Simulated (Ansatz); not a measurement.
Single-point calculation of SrVO₃ (part 3 of 3)

The same run, continued: SrVO₃ (Pm-3m, 5 atoms in the cell); DFT r2SCAN+U+J, scalar-relativistic, plane waves, PAW, U = 2 eV, J = 0.7 eV on V atom 2 d, spin-polarised (Ansatz 0.2.0); cutoff 500 eV, 5×5×5 k-mesh, Gaussian smearing of 0.05 eV, collinear spins. The structure derives from an entry of the Crystallography Open Database. It belongs to a series of runs on one base structure; here: random orbitals: random, high filling.

Geometry of the input (Å; fractional positions):
```
3.8409  0.0000  0.0000
0.0000  3.8409  0.0000
0.0000  0.0000  3.8409
Sr 0.5000  0.5000  0.5000
V  0.0000  0.0000  0.0000
O  0.5000  0.0000  0.0000
O  0.0000  0.5000  0.0000
O  0.0000  0.0000  0.5000
```

```
this state was not tested for a lower state beside it, because the mixer in use, unlike msr1, does not test its closes by its own steps (another_mixer; see scf.mixing.algorithm and scf.lower_state_search)
SCF converged after 44 iterations
Magnetization: 1.0000 μB (21.0000 up, 20.0000 down)
Absolute magnetization: 1.3573 μB (∫|ρ↑−ρ↓|, with the PAW one-centre terms)
Spin contamination: 0.0539 ħ² per cell (⟨S²⟩ above its minimum at these occupations)
Per-site moments (μB) at R_I (Å): [(0.00012866975461313937, 1.1203194797830784), (0.8825574972674428, 0.79218550125), (-0.050418715780132226, 0.79218550125), (-0.05042218690673834, 0.79218550125), (-0.051936517887090417, 0.79218550125)]
Free energy (F): -8184.088912 eV
Harris-Foulkes:  -8184.088912 eV  (|F-HF|=3.69e-8)
Internal energy: -8184.086745 eV  (E = F + TS)
E sigma→0 (E₀):  -8184.087828 eV
Entropy (-TS):   -0.002167 eV (-0.433 meV/atom)
Fermi energy:    11.815828 eV
--- Per-component energies (eV) ---
  E_band       = -258.670533
  E_kinetic    = 1114.997309
  E_local      = -2637.733513  (includes V_loc(G=0)·N_el)
  E_nonlocal   = 292.821036
  E_hartree    = 981.928909
  E_xc         = -514.301338
  E_vxc        = -683.913152  (∫ρ·V_xc dr)
  E_hubbard    = 1.227327  (on-site DFT+U / exact-exchange correction)
  E_vhub       = 0.324820  (the Hubbard potential's part of the band-sum identity)
  E_paw        = -4313.464615  (= ΣΔE_a)
  E_vpaw       = -350.974568  (= ΣTr[D̂ρ^β])
  E_aug_tail   = 0.003310  (compensation charges beyond the density's cutoff)
  E_vtau       = 41.947501  (kinetic-family band-sum trace: ∫τ·v_τ [+ j·A + Jᵃ·Aᵃ] dr)
  E_ewald      = -3109.057530
  E_core_change = -0.507640  (= ΣΔE_core)
  E_smearing   = -0.002167  (= −TS)
  E_closure    = -0.000000  (closes the sum)
  Σ components = -8184.088912   (vs F -8184.088912, Δ=0.00e0)
--- DFT+U+J on-site energies (Liechtenstein; fll double counting; per corrected site; eV) ---
  site 1 (l=d): U=2.0000  J=0.7000  Tr N=3.2767  E_int=7.707463  E_dc=6.480135  E_U=1.227327
--- Specified on-site occupations, and those of the state reported ---
  electrons in the specified blocks: 1.1500 specified, 3.2767 found
  site 1 (l=d) ↑: largest change of an orbital's occupation 0.5484; electrons 1.0500 specified, 2.2333 found; spectral distance 0.9152
  site 1 (l=d) ↓: largest change of an orbital's occupation 0.2739; electrons 0.1000 specified, 1.0434 found; spectral distance 0.4496
--- Forces (eV/Å), atoms counted from 1 ---
  atom   1  Sr     0.00000000     0.00000000     0.00000000
  atom   2  V      0.00000000     0.00000000     0.00000000
  atom   3  O      0.00000000     0.00000000     0.00000000
  atom   4  O      0.00000000     0.00000000     0.00000000
  atom   5  O      0.00000000     0.00000000     0.00000000
  max |Σ_I F_I| component: 0.00e0 eV/Å
--- Stress (GPa, compression-positive) ---
        0.811674      -0.208884      -0.000760
       -0.208863       0.811353       0.001622
       -0.000898       0.001739       0.455033
  P = ⅓ Tr σ = 0.6927 GPa (6.927 kbar)
--- Band table (eV; the first three rows and the last of 126) ---
  k-point 0 ↑: bands = ["-56.9952", "-29.6729", "-29.6725", "-29.6599", "-23.3095", "-8.5090", "-7.2889", "-7.2707", "-4.7064", "-4.7042", "-4.7029", "6.9387", "6.9440", "6.9502", "8.9902", "8.9952", "8.9996", "9.8563", "9.8625", "9.8630", "10.3075", "10.3436", "10.5363", "13.7285", "13.7974", "16.3876"]
  k-point 1 ↑: bands = ["-56.9950", "-29.6845", "-29.6720", "-29.6593", "-23.2983", "-8.5037", "-7.3180", "-7.2568", "-4.6849", "-4.6830", "-4.4908", "6.4059", "6.9224", "6.9246", "8.2626", "8.3080", "8.6793", "8.8433", "9.5821", "9.5943", "10.3734", "11.3547", "11.5188", "13.8085", "14.8059", "17.0627"]
  k-point 2 ↑: bands = ["-56.9945", "-29.7032", "-29.6711", "-29.6584", "-23.2801", "-8.5834", "-7.2342", "-7.2108", "-4.6497", "-4.6482", "-4.1984", "5.5427", "6.9326", "6.9343", "7.4860", "7.5488", "7.8267", "8.2324", "9.4218", "9.4252", "10.4203", "12.3275", "12.4861", "13.8206", "15.9568", "18.2172"]
  k-point 62 ↓: bands = ["-55.5108", "-28.2490", "-28.2312", "-28.1430", "-23.2631", "-8.2713", "-7.4087", "-7.3407", "-4.7495", "-4.5202", "-4.3554", "5.5491", "6.3103", "6.7017", "6.7221", "6.9877", "7.7879", "9.0102", "9.0810", "9.3341", "13.9196", "14.5512", "14.6058", "15.7667", "17.1208", "18.8976"]
Occupation matrices written to [file]
--- Löwdin populations: 5 sites ---
  site symbol       q [e]    m [muB]
     0     Sr      8.2416     0.0000
     1      V     11.6812     1.1970
     2      O      6.9226    -0.0694
     3      O      6.9226    -0.0694
     4      O      6.9208    -0.0713
  spilling = 0.007590 (of n_electrons = 41.000000)
--- Occupation matrices: 1 shell (run DFT+U table (all-electron-ortho-atomic); ε = 2.00e-2, under-converged) ---
  V1 d_3D: site group Oh (m-3m)
  V1 d_3D up     Tr n = 2.2333  λ = 0.305 0.307 0.492 0.560 0.570  [2× x2-y2 0.50 (Eg 1.00) Eg(1.00) | yz 0.50 (T2g 1.00) T2g(1.00) | 2× xy 0.50 (T2g 1.00) T2g(1.00)]
  V1 d_3D dn     Tr n = 1.0434  λ = 0.149 0.150 0.156 0.293 0.294  [3× xz 0.33 (T2g 1.00) T2g(1.00) | 2× x2-y2 0.50 (Eg 1.00) Eg(1.00)]
  specified occupation → V1 d_3D up: matrix, ‖Δ‖_F = 1.0442, Tr Δ = -1.1833, displaced = 1.1340, d_λ = 0.9152; orbital distance = 1.1983
  specified occupation → V1 d_3D dn: matrix, ‖Δ‖_F = 0.4496, Tr Δ = -0.9434, displaced = 0.4717, d_λ = 0.4496; orbital distance = 0.0000
  Tr n, λ and their labels are of the run-group-symmetrised matrices; stabiliser: 8 of 96 elements of G0×{1,Θ} (closed), max defect 9.0e-4 at τ = 4.4e-3
```

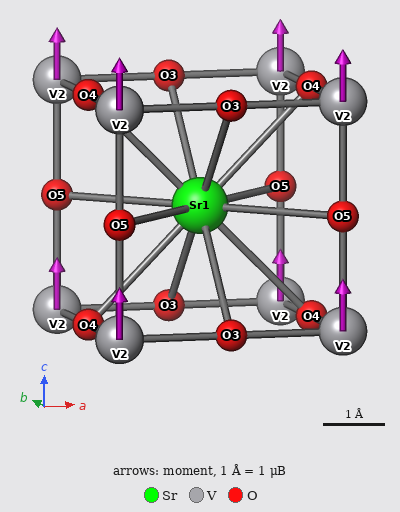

Magnetic moments of the sites as pink arrows (ball-and-stick view of the cell of the calculation, seen slightly off an axis; atoms are numbered from 1 in the order of the input); small moments hardly show. The run is collinear, so the axis drawn is arbitrary. Site moments: V2 (0.88 μB); all 3 O atoms (−0.05 μB). They are counted near the atoms and needn't add up to the moment of the cell.

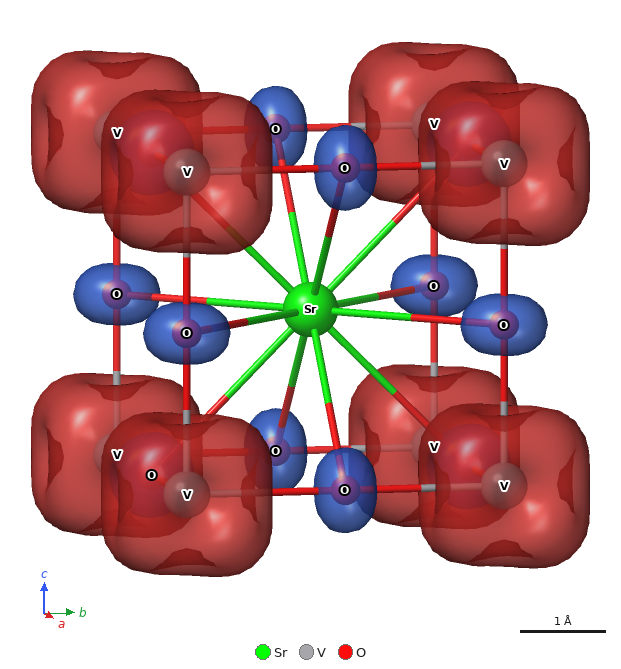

Isosurfaces of the magnetisation density (up minus down) at +0.04 (red) and −0.04 e/Å³ (blue), seen slightly off an axis. Sticks mark near contacts. The outline is the cell set on symmetry axes. The cell of the calculation (5 atoms) carries 1.0 μB net. Core electrons are frozen (PAW), so the fields are smoothed inside the atomic spheres.

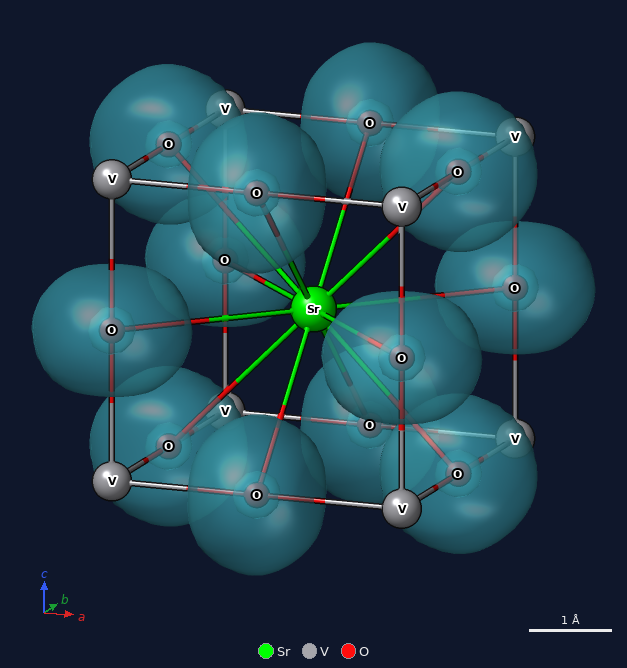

Isosurface of the electron localisation function at 0.6 (cyan), seen slightly off an axis. Only the valence region is drawn (cores and ρ < 0.01 e/Å³ removed). Sticks mark near contacts. The outline is the cell set on symmetry axes. Profiles from the grid: V–O (1.92 Å): the ELF is about 0.20 at the midpoint (no shared pair; the contact is polar). Sr–O (2.72 Å): the ELF is about 0.05 at the midpoint; no shared pair; the contact is polar.
